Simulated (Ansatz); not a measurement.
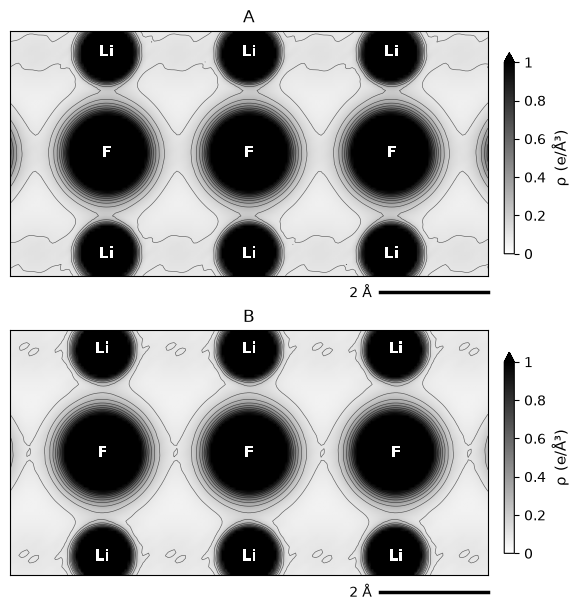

LiF. The valence charge density (pseudo) of two cells that differ in size, on the (011̄) plane of each (indices in the axes of the calculation cell), at one length scale and on one colour scale; one has 6.6 and the other 7.2 Å³ an atom.

Method: Ansatz, DFT, LDA, PAW with Ansatz's default frozen-core files, scalar-relativistic; relaxation of cell and atoms.

The density is the valence pseudo-density of a PAW calculation; it isn't the true density close to the nuclei.

The larger cell:

```
Li F
1.0
     0.00000    1.92744    1.92744
     1.92744    0.00000    1.92744
     1.92744    1.92744    0.00000
Li F
1 1
Direct
  0.00000 0.00000 0.00000
  0.50000 0.50000 0.50000
```

The smaller cell: a = 2.646 Å, b = 2.646 Å, c = 2.646 Å, α = 60.00°, β = 60.00°, γ = 60.00°.

> Which panel shows the smaller cell, and what does the compression change?

Panel A is the smaller cell, by 8 % in volume. From the larger cell to the smaller, Li–F goes from 1.93 to 1.87 Å, and the density at its midpoint from 0.33 to 0.39 e/Å³; the pressure goes from 4.0 to 15 GPa; the Kohn–Sham gap goes from 10.1 eV to 11.1 eV.
